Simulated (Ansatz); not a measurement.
Take the following structure.

```xyz
5
Lattice="3.7777 0.0000 0.0000 -1.8888 3.2716 0.0000 0.0000 0.0000 5.8812" Properties=species:S:1:pos:R:3 pbc="T T T"
La    1.8888    1.0905    4.4728
La    0.0000    2.1811    1.4084
O     1.8888    1.0905    2.0847
O     0.0000    2.1811    3.7965
O     0.0000    0.0000    0.0000
```

Work out the structure from the coordinates.

The structure is one of La2O3. It belongs to space group P-3m1 (No. 164) and has a primitive hexagonal lattice. One cell contains 2 La, 3 O, 5 atoms in all. About every La there are seven O at 2.28 to 2.60 Å. O takes two kinds of site: 2d with four La in a tetrahedral arrangement at 2.28 to 2.39 Å; 1a with six La in an octahedral arrangement at 2.60 Å. The bonds build a three-dimensional framework.

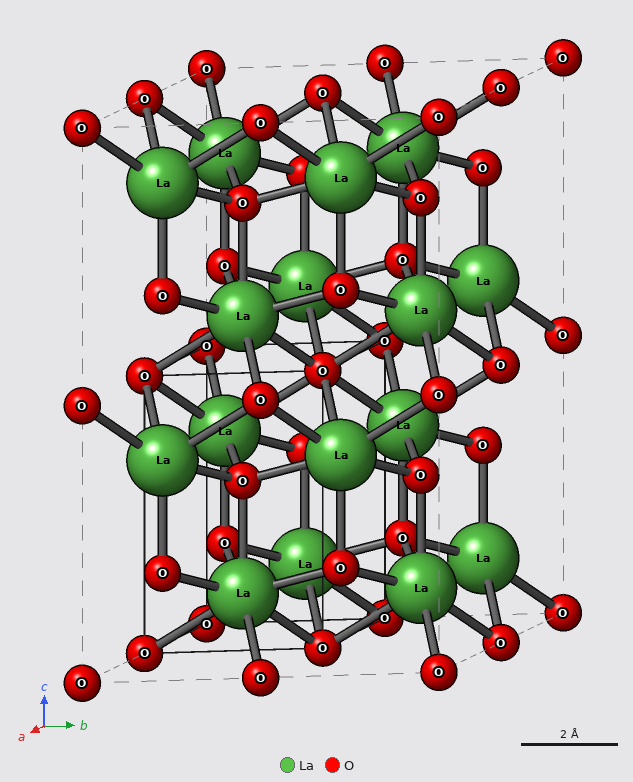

We look at a ball-and-stick model of the crystal slightly off an axis. A 2×2×2 array of cells is drawn; the conventional unit cell has the solid edges.

Starting structure: a structure listed in the Materials Project. The cell was then strained or its atoms displaced on purpose. Ansatz was used for an electronic-structure calculation on it.

At this level of theory the cell isn't at rest (compressed, at 21 GPa), so its distances can differ from those at equilibrium, the more so the softer the solid.
